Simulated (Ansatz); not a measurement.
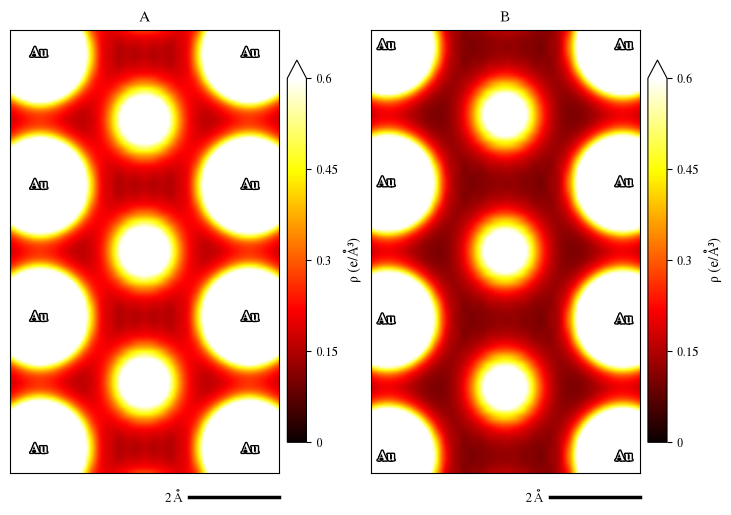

Au. The valence electron density of two cells that differ in size and shape, on the (11̄0) plane of each (indices in the axes of the calculation cell), at one length scale and on one colour scale; one has 18.3 and the other 22.2 Å³ an atom.

Space group Cmcm; a structure from a database of computed crystals, not necessarily the ambient phase.

The calculation used DFT PBEsol, scalar-relativistic, plane waves, PAW in Ansatz.

Core electrons are frozen (PAW), and the valence fields are smoothed inside the atomic spheres.

The larger cell:

```
CELL_PARAMETERS angstrom
1.52421 -2.76041 0.00000
1.52421 2.76041 0.00000
0.00000 0.00000 5.28462
ATOMIC_POSITIONS crystal
Au 0.66533 0.33467 0.25000
Au 0.33467 0.66533 0.75000
```

The smaller cell: a = 3.036 Å, b = 3.036 Å, c = 4.697 Å, α = 90.00°, β = 90.00°, γ = 122.19°.

Which is the denser cell? Describe the effect of the change.

Answer. Panel A is the smaller cell, by 18 % in volume. From the larger cell to the smaller, Au–Au goes from 3.05 to 2.94 Å, and the density at its midpoint from 0.21 to 0.26 e/Å³; the pressure goes from −21 to −10 GPa.
